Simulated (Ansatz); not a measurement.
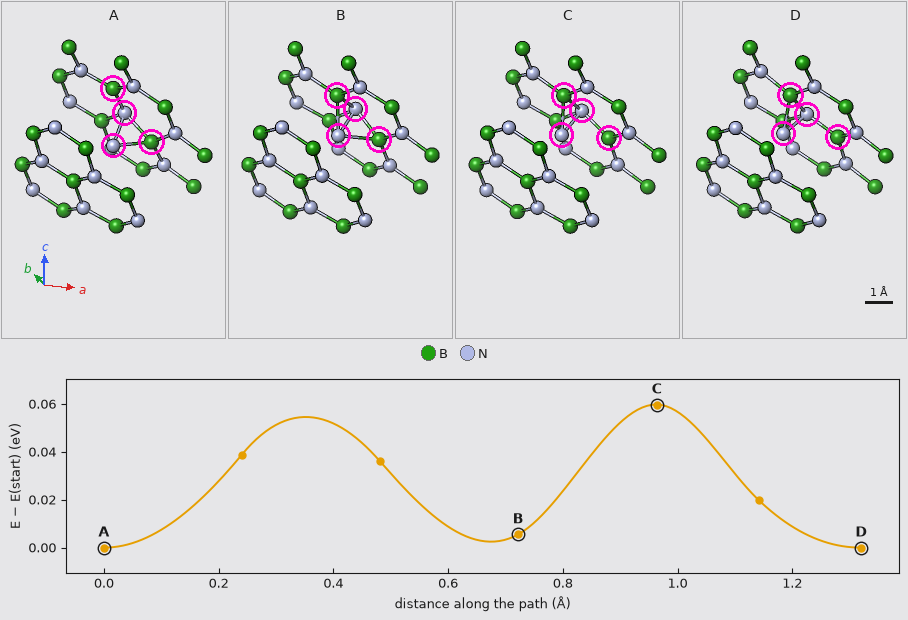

NEB run on a defect cell of composition B16N17 (33 atoms in the cell). Images are numbered from 0 (start) to 6 (end). Frames A to D are images 0, 3, 4, 6. A ball-and-stick model of the atoms within 3.9 Å of the middle of the path, seen slightly off an axis. The atoms that move most are ringed. Bonds to atoms that aren't drawn are left out.

The calculation used Ansatz 0.2.0, DFT PBE+D3(BJ), scalar-relativistic, plane waves, PAW. Settings: plane-wave cutoff 420 eV; k-point mesh 2 × 2 × 2; Gaussian smearing 0.02 eV; spin collinear; 5 movable images; climbing image.

Read off the barrier and say what moves.

The path has more than one stage, and so few images may leave a stage unresolved. An N atom travels furthest, 0.66 Å from end to end, along [−1 0 1], on a path that bends up to 0.22 Å away from the straight line. At the highest image its nearest neighbour (B) is 1.54 Å away, against 1.51 Å at the start, and the surrounding atoms stand up to 0.17 Å off the mean of their end positions. Breaking: B–N (1.51 → 2.21 Å). Forming: B–N (2.21 → 1.51 Å). The barrier is about 0.060 eV in both directions, with image 4 at the top; the ends have the same energy. The profile has 2 maxima (images 1, 4) with a dip at image 3 (+0.006 eV), so the process runs in steps. The band converged in 13 iterations. The largest component of the band force went from 1.2 to 0.029 eV/Å. The climbing image converged on the top of the path. Its curvatures weren't checked.

Limits of the set-up: the periodic images lie only 6.7 Å apart, so the values are limited by the cell's size.

The run took 16 min on 4 threads of Arm Neoverse V1 (shared host), peak memory 2.2 GiB.
